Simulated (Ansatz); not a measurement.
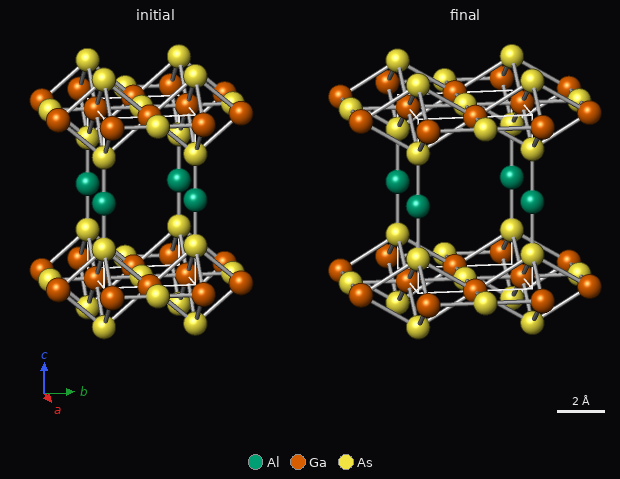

The structure of a crystal of AlGa₂As₃ (a generated structure, set up in P4/mmm) (coarse preliminary run) before (left) and after (right) a relaxation, at one scale.

The picture is a ball-and-stick view of the cell of the calculation, seen slightly off an axis.

All numbers below come from DFT PBE, scalar-relativistic, plane waves, PAW (Ansatz). Settings: plane-wave cutoff 420 eV; k-point mesh 4 × 4 × 2; occupations gaussian; smearing width 0.1 eV; no spin polarisation; cell and atoms relaxed; force threshold 0.04 eV/Å; at most 70 steps.

> What changed between the two?

The largest moves relative to the cell, 0.25 Å, are those of As atoms. Al and Ga stay in place. The volume changes by +60.2 %, with a = b 4.013 → 5.018 Å (+25.1 %), c 7.509 → 7.692 Å (+2.4 %). Some distances before and after: As–As 3.318 → 3.856 Å, As–Ga 2.006 → 2.509 Å, As–As 3.440 → 3.021 Å, Al–As 2.034 → 2.336 Å. Among the angles between lasting bonds that change: As–Ga–As 81.2° → 62.1°, As–Ga–As 98.8° → 117.9°, Ga–As–Ga 98.8° → 117.9°. The space group stays P4/mmm (No. 123). The energy falls by 8.902 eV per cell of the calculation in 8 accepted moves (10 points after the start). Largest force component: 3.3 eV/Å at the start, 0.026 eV/Å at the end. The pressure goes from 49.92 to 0.01 GPa. The SCF was repeated twice at an unchanged geometry on a basis and grid sized afresh for the cell, which shifted the energy by 0.309 eV per cell of the calculation at most. The run took 110 s on 1 thread of AMD EPYC (Zen 3), with other jobs on the host, peak memory 0.5 GiB.

Limits of the set-up: the k-point mesh is coarse for a cell with partly filled bands.
